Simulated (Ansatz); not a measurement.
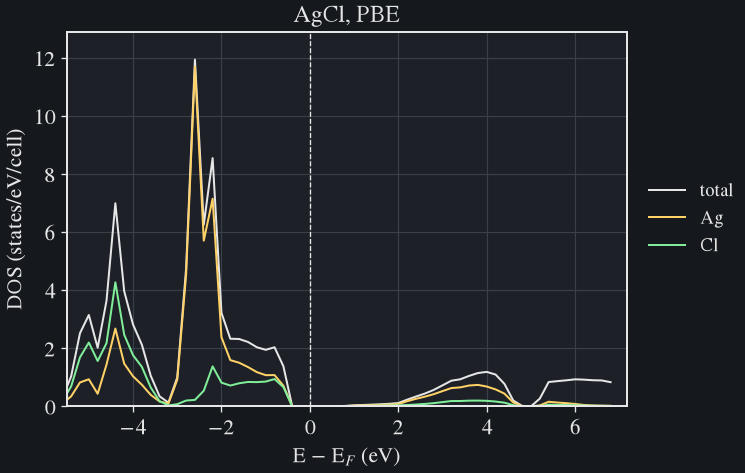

Density of states. Energies are counted from the Fermi level. The partial curves are projected on Löwdin-orthogonalised atomic shells; they sum to less than the total at higher energies, where shells without a projector contribute.

System: AgCl, space group Fm-3m, 2 atoms in the cell.

Method: DFT, PBE, PAW with Ansatz's default frozen-core files, scalar-relativistic, no spin polarisation, 9×9×9 k mesh, 420 eV cutoff (Ansatz).

Is there a gap at the Fermi level, and how wide?

Answer. There is a gap; over the k points computed it is 0.91 eV.

Which states form the top of the valence band?

Answer. By projected weight, the top eV of the valence band is Ag (55 %) and Cl (45 %).

Where is the tallest peak in the window, and which states make it?

Answer. The tallest peak in the window is at −2.6 eV; by projected weight it is Ag almost alone.
